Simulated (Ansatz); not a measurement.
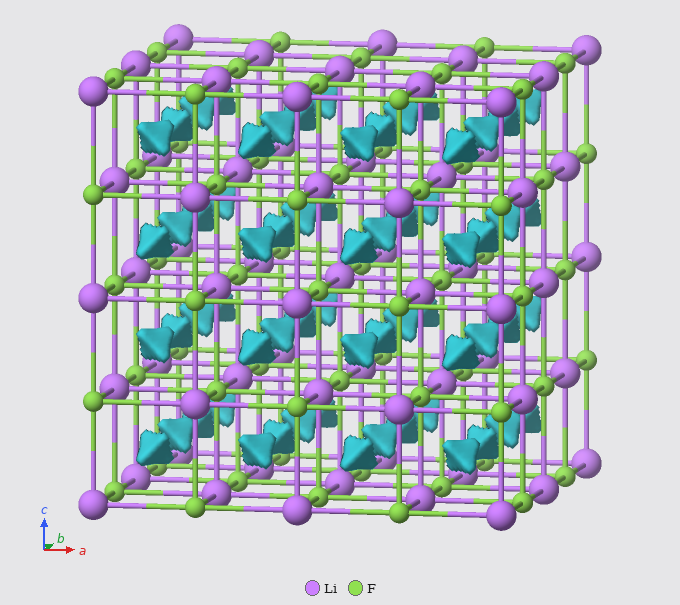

The teal surface encloses the points that the centre of a probe sphere of radius 0.35 Å can occupy in LiF in space group Fm-3m, computed on a grid of about 0.11 Å (2×2×2 cells shown, view slightly off an axis; pale faces close the region where the box cuts it).

The atoms' radii are Shannon crystal radii (six-coordinate where tabulated): Li 0.90 Å, F 1.19 Å.

Origin of the cell: the geometry relaxed with DFT PBEsol, scalar-relativistic, plane waves, PAW (Ansatz 0.2.0).

```cif
data_structure
_symmetry_space_group_name_H-M 'P 1'
_symmetry_Int_Tables_number 1
_cell_length_a 4.0079
_cell_length_b 4.0079
_cell_length_c 4.0079
_cell_angle_alpha 90.000
_cell_angle_beta 90.000
_cell_angle_gamma 90.000
_cell_volume 64.38
loop_
_atom_site_label
_atom_site_type_symbol
_atom_site_fract_x
_atom_site_fract_y
_atom_site_fract_z
_atom_site_occupancy
Li1 Li 0.00000 0.00000 0.00000 1
F1 F 0.50000 0.00000 0.00000 1
Li2 Li 0.00000 0.50000 0.50000 1
F2 F 0.50000 0.50000 0.50000 1
Li3 Li 0.50000 0.00000 0.50000 1
F3 F 0.00000 0.00000 0.50000 1
Li4 Li 0.50000 0.50000 0.00000 1
F4 F 0.00000 0.50000 0.00000 1
```

Do these regions connect?

They are isolated pockets that do not connect across cells.

What share of the cell can the probe's centre reach?

About 1.9 % of the volume (1.2 Å³ of 64.4 Å³).

Give the largest included and the largest free sphere.

The largest sphere that fits anywhere has a diameter of 1.09 Å; the largest that can travel through the crystal, about 0.5 Å.

How does the connectivity change as the probe shrinks?

Below a radius of about 0.25 Å the space forms a three-dimensional network. These are grid estimates, good to about 0.05 Å.
